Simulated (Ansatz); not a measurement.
**Al23HO36 (cell with a defect): density, localisation and related maps**

Al23HO36 (cell with a defect), 60 atoms, a = 8.33 Å, b = 8.55 Å, c = 8.55 Å, α = 115.07°, β = 99.34°, γ = 99.34°.

These are results of DFT PBE, scalar-relativistic, plane waves, PAW (Ansatz), not measurements.

In a PAW calculation such maps are meaningful between the atoms, not at the nuclei.

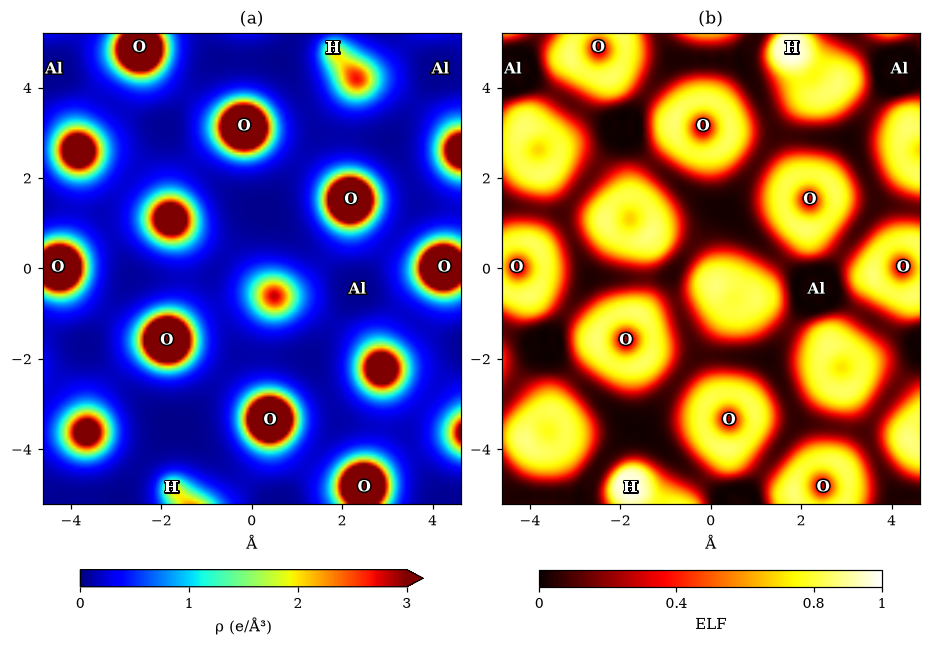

Figure 1. (a) valence charge density (pseudo); (b) ELF on the (101̄) plane of the calculation cell.

What do the fields say about this system?

The plane passes through Al, O and H nuclei.
Atoms just off the plane (Al, 0.4 Å away and O, 0.4 Å away) can leave unmarked features too.
Al–O (1.94 Å): ρ at the midpoint is about 0.55 e/Å³; the ELF peaks at about 0.85 in the valence shell of O, 0.7 Å from its nucleus, and is about 0.80 at the midpoint.
Al–O (1.99 Å): the density is about 0.49 e/Å³ at the midpoint; the ELF peaks at about 0.85 in the valence shell of O, 0.6 Å from its nucleus, and is about 0.75 at the midpoint.
Between the atoms the lowest density in this plane is 0.03 e/Å³.

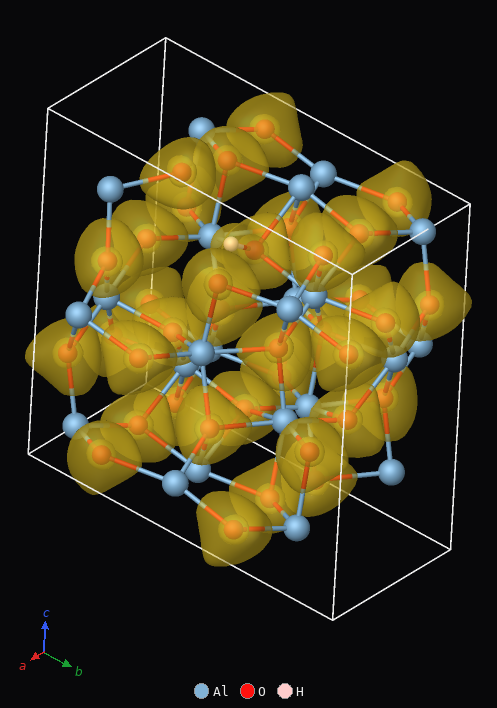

Figure 2. Isosurface of the electron localisation function at 0.7 (yellow), seen slightly off an axis. Only the valence region is drawn (cores and ρ < 0.01 e/Å³ removed). Sticks mark near contacts.

Describe the localisation domains.

At this value the surface marks out 35 regions on O in which the atom's valence shell and bonds are merged and one joined region spread over several atoms (H, O), in which their bonds and any lone pairs are merged, counted in one cell of 60 atoms. Regions shared between cells count once.


O–H (0.99 Å): the ELF climbs to about 1 towards the hydrogen, as it does in any bond to H: an ordinary covalent bond to hydrogen. Al–O (1.82 Å): the ELF peaks at about 0.90 in the valence shell of O, 0.7 Å from its nucleus, and is about 0.85 at the midpoint.
